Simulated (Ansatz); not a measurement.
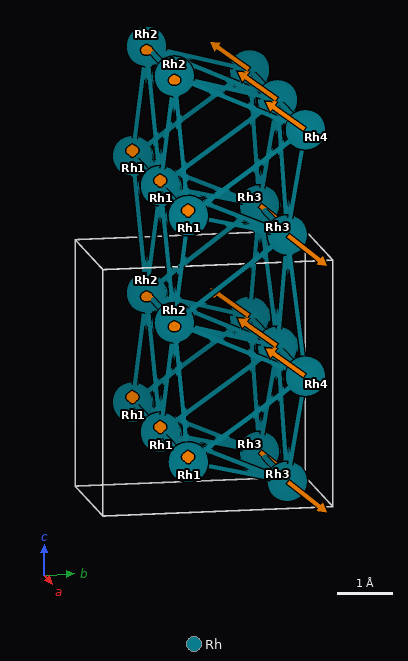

A relaxation of crystalline Rh (set up in P1). The starting structure is drawn; orange arrows show the displacements, 20 times their true length.

The picture is a ball-and-stick view of the cell of the calculation, repeated 2 × 1 × 2 with one cell outlined, seen slightly off an axis.

Case: a zone-boundary wave of random shape, sigma 0.02 Å; relaxed back.

The calculation used DFT LDA, scalar-relativistic, plane waves, PAW (Ansatz).

Input
```yaml
crystal:
  lattice:
    - [-2.6699684043, 0.0, 0.0]
    - [0.0, 0.0, -4.2988893602]
    - [0.0, -4.6245209308, 0.0]
  atoms:
    - { symbol: Rh, position: [0.9956946016, 0.2506469529, 0.3305093635] }
    - { symbol: Rh, position: [0.5043053984, 0.2493530471, 0.8361573031] }
    - { symbol: Rh, position: [0.4951356045, 0.7415478267, 0.1727331703] }
    - { symbol: Rh, position: [0.0048643955, 0.7584521733, 0.6606001631] }
basis:
  ecutwfc: 420
kpoints:
  mp_grid: { grid: [12, 8, 8] }
hamiltonian:
  xc: lda
scf:
  occupations: { method: gaussian, width: 0.15 }
output:
  forces: true
  stress: true
  eigenvalues: true
relax:
  adjacent_minimum: "off"
  f_tol: 0.01
  max_steps: 80
  cell: { stress_tol: 0.1 }
```

Command:
```bash
ansatz run input.yaml --threads 1 --pin off --max-ram 2560MiB --backend cpu --events-out ev --progress --plain --runs-dir out
```

Q: What did the optimiser do to the structure, and how much energy did it gain?

A: The largest move relative to the cell is that of Rh3, 0.049 Å along [2 3 −2]. The drawn cell changes at constant volume: a 2.670 → 2.668 Å (−0.1 %), b 4.299 → 4.304 Å (+0.1 %), c 4.625 → 4.623 Å (0.0 %). Some distances before and after: Rh3–Rh4 2.733 → 2.669 Å, Rh3–Rh4 (another image) 2.609 → 2.669 Å, Rh1–Rh3 2.602 → 2.648 Å, Rh2–Rh4 2.688 → 2.647 Å. The space group (tolerance 0.01 Å) goes from P1 (No. 1) to P6_3/mmc (No. 194). After 3 accepted moves (4 points after the start) the energy has fallen by 39.7 meV per cell of the calculation. Largest force component: 0.59 eV/Å at the start, 0.0038 eV/Å at the end. Pressure: 0.67 GPa at the start and 0.06 GPa at the end. The SCF was repeated once at an unchanged geometry on a basis and grid sized afresh for the cell, which shifted the energy by less than 0.05 meV per cell of the calculation at most. The run took 100 s on 1 thread of AMD EPYC 9R45 96-Core Processor (Zen 5), on a shared host, peak memory 0.86 GiB.
